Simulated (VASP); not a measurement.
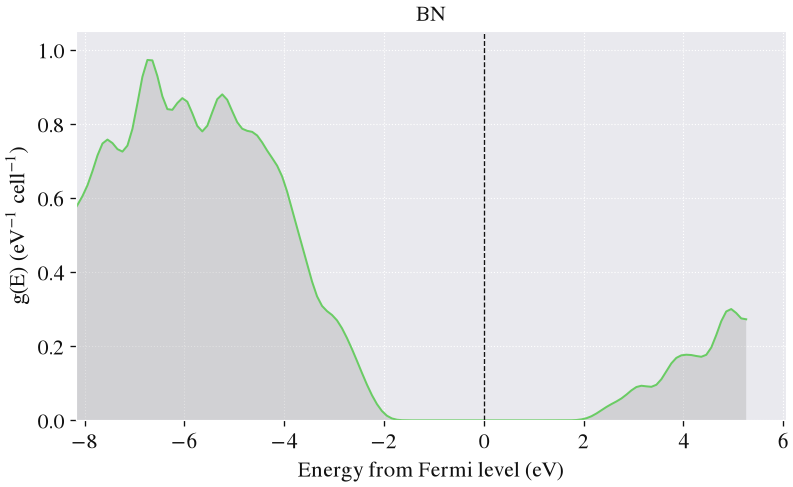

Density of states. Energies are counted from the Fermi level, put mid-gap where there is a gap. The DOS curve is built from the levels of the k mesh with Gaussians 0.55 eV wide, which also blur the band edges; ripples of that width can come from the mesh.

The material is zincblende BN, space group F-43m, 2 atoms in the primitive cell; cubic a = 3.607 Å.

Method: LDA, VASP PAW LDA potentials, release 64 (B, N), no spin polarisation, no spin-orbit coupling, 14×14×14 k mesh, 520 eV cutoff (VASP).

Q: Is there a gap at the Fermi level, and how wide?

A: There is a gap; over the k points computed it is 4.35 eV (indirect; the smallest direct gap on the k mesh is 8.72 eV).

LDA, GGA and most meta-GGA functionals understate gaps. The cell is at −8 GPa in this functional. The usual form of BN is layered hexagonal. The cell was derived from a database entry in an earlier step, so it needn't be the measured one.
